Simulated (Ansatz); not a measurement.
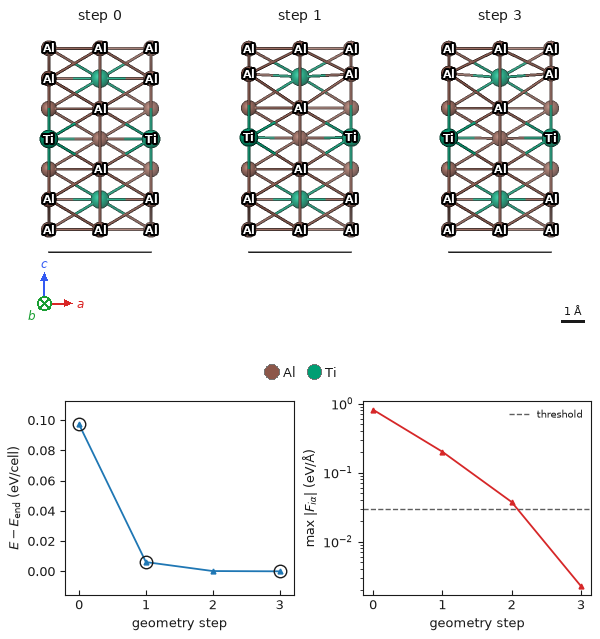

Frames of a constrained relaxation of a slab of composition Ti$_{3}$Al$_{11}$ (cut from the I4/mmm phase), marked on the history of the run. The picture is a ball-and-stick view of the cell of the calculation, outlined in the plane, without the vacuum, seen along the b axis.

Case: clean slab, lower half held. The slab is the (1 1 0) face of TiAl3. 6 atoms are held fixed.

Method: Ansatz 0.2.0, DFT PBE+D3(BJ), scalar-relativistic, plane waves, PAW. Set-up: plane-wave cutoff 420 eV; k-point mesh 7 × 7 × 1; occupations gaussian; smearing width 0.1 eV; no spin polarisation; dipole correction; atoms relaxed in a fixed cell; force threshold 0.03 eV/Å; at most 70 steps.

**Describe the path.**

After 3 geometry steps the energy has fallen by 97.3 meV per cell of the calculation. The largest force component goes from 0.82 to 0.0023 eV/Å. An Al atom moves most: 0.22 Å along the normal (+c). By element the largest moves are Al 0.22 Å, Ti 0.06 Å. The lattice vectors keep their values. Among the contacts that change: Al–Ti 2.683 → 2.849 Å, Al–Al 2.848 → 2.744 Å, Al–Al 2.848 → 2.946 Å, Al–Ti 2.683 → 2.739 Å. From step 0 to 1: an Al atom moves most (0.20 Å), energy −91.1 meV per cell of the calculation. From step 1 to 3: a Ti atom moves most (0.03 Å), energy −6.1 meV per cell of the calculation.
